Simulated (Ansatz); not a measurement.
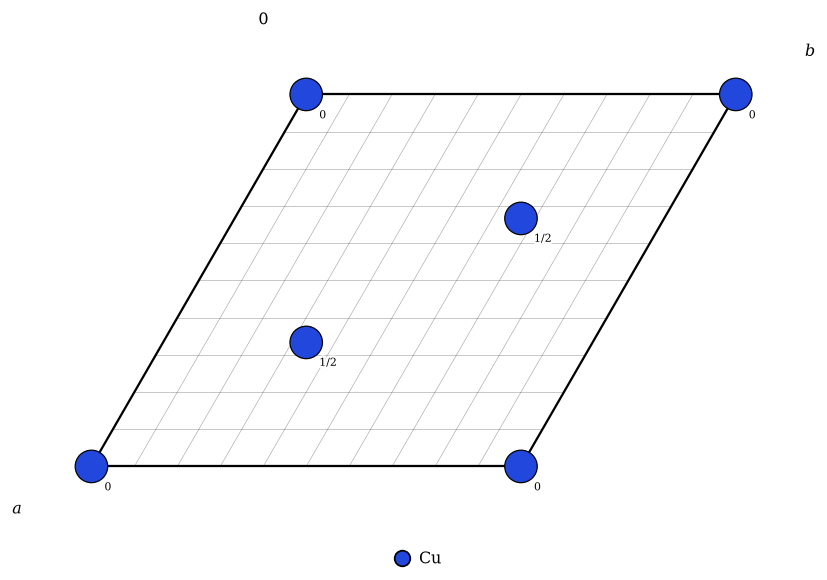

Plan of a unit cell projected along c (a down the page, b across); the numbers are heights as fractions of c, and atoms on the cell's edges are repeated. The grid marks tenths of a and b. Source: the end point of a relaxation with DFT, PBE, plane waves (420 eV) with PAW, scalar-relativistic (Ansatz 0.2.0); the starting structure was generated, so it need not be a known form of this composition. The drawing is computed from the coordinates (standard cell, symmetry found to 0.002 Å).

a = 4.126 Å, b = 4.126 Å, c = 2.478 Å, α = 90.00°, β = 90.00°, γ = 120.00°.

Q: What does the cell contain?

A: 3 Cu: Cu, Z = 3.

Q: Which space group?

A: No. 191, P6/mmm, primitive hexagonal.

Q: Give the independent sites, coordinates to two places.

A:
| atom | site | symmetry | x | y | z |
| --- | --- | --- | --- | --- | --- |
| Cu | 1a | 6/mmm | 0.00 | 0.00 | 0.00 |
| Cu | 2d | -6m2 | 0.33 | 0.67 | 0.50 |
